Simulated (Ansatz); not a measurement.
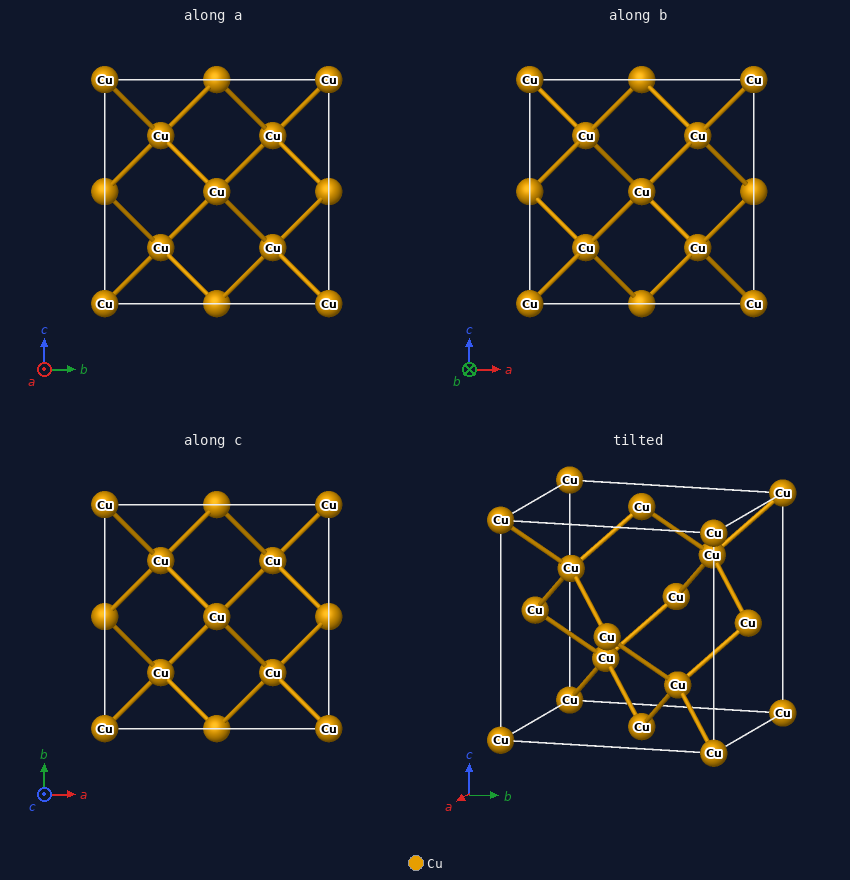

The figure gives a ball-and-stick picture of the atoms, viewed along the a axis, along the b axis, along the c axis and slightly off an axis. Thin lines show the conventional unit cell, with boundary atoms drawn in all their periodic places.

Lattice parameters: a = 5.178 Å, b = 5.178 Å, c = 5.178 Å, α = 90.00°, β = 90.00°, γ = 90.00°. Put a along x and b in the xy plane.

**From the views, write a POSCAR file.**

```
Cu
1.0
     5.178    0.000    0.000
     0.000    5.178    0.000
     0.000    0.000    5.178
Cu
8
Direct
  0.7500 0.7500 0.2500
  0.0000 0.5000 0.5000
  0.7500 0.2500 0.7500
  0.0000 0.0000 0.0000
  0.2500 0.7500 0.7500
  0.5000 0.5000 0.0000
  0.2500 0.2500 0.2500
  0.5000 0.0000 0.5000
```

The cell started as a structure type filled with this element by a generator (whether the element takes this form wasn't checked). Earlier steps of the study may have refined or changed the cell and positions. A calculation with Ansatz used it as input.
